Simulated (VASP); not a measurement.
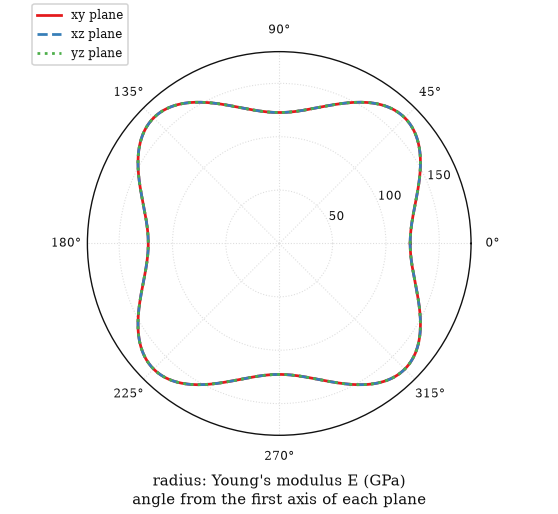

The plot gives the computed Young's modulus as a function of direction in the xy, xz and yz planes.

How it was computed, with VASP 6.6.1: plane-wave DFT, no spin polarisation; elastic constants in Voigt order on the axes of the given cell. Level: PBEsol.

For which of these solids was it computed?
A. Si, Fd-3m (No. 227), 18.7 Å³/atom
B. SiC, F-43m (No. 216), 10.3 Å³/atom
C. RbBr, Fm-3m (No. 225), 40.1 Å³/atom

Answer. A, Si: E along x, y, z: 123, 123, 123 GPa. The others give: RbBr, E along x, y, z: 33.1, 33.1, 33.1 GPa; SiC, E along x, y, z: 317, 317, 317 GPa.
